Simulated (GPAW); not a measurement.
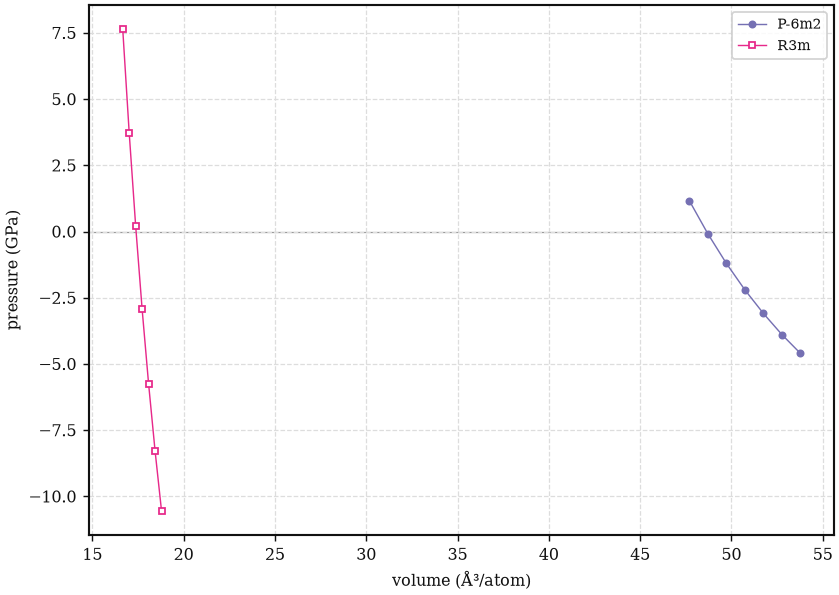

The figure shows the pressure against volume, with one curve for each structure, for MoS₂.

Method: PAW DFT in plane waves, on a grid or in atomic orbitals, no spin polarisation; energies at scaled volumes of the given cell, shape and fractions fixed, counted from the fit's minimum, third-order Birch-Murnaghan fit (GPAW 26.7.0). Level: LDA.

```
       setting                                 value
   occupations                           Fermi–Dirac
smearing width                               0.05 eV
    potentials  GPAW PAW data sets (gpaw data 1.2.1)
   wave cutoff                                600 eV
```

Settings that differ: P-6m2: k mesh 8×8×2; R3m: k mesh 7×7×7.

### Order the curves by fitted equilibrium volume, smallest first.

R3m 17.409, P-6m2 48.673 Å³/atom.

### Order the curves by fitted bulk modulus, smallest first.

P-6m2 56.9, R3m 161.6 GPa.

Limits of the calculation: shape and atomic fractions are frozen while scaling, which makes layered, chain and framework solids too stiff.

The computed values:

P-6m2:
```tsv
volume (Å³/atom)	pressure (GPa)
47.69	1.17
48.71	-0.08
49.72	-1.20
50.73	-2.20
51.75	-3.09
52.76	-3.89
53.78	-4.60
```

R3m:
```tsv
volume (Å³/atom)	pressure (GPa)
16.66	7.65
17.02	3.73
17.37	0.21
17.73	-2.94
18.08	-5.76
18.44	-8.29
18.79	-10.56
```
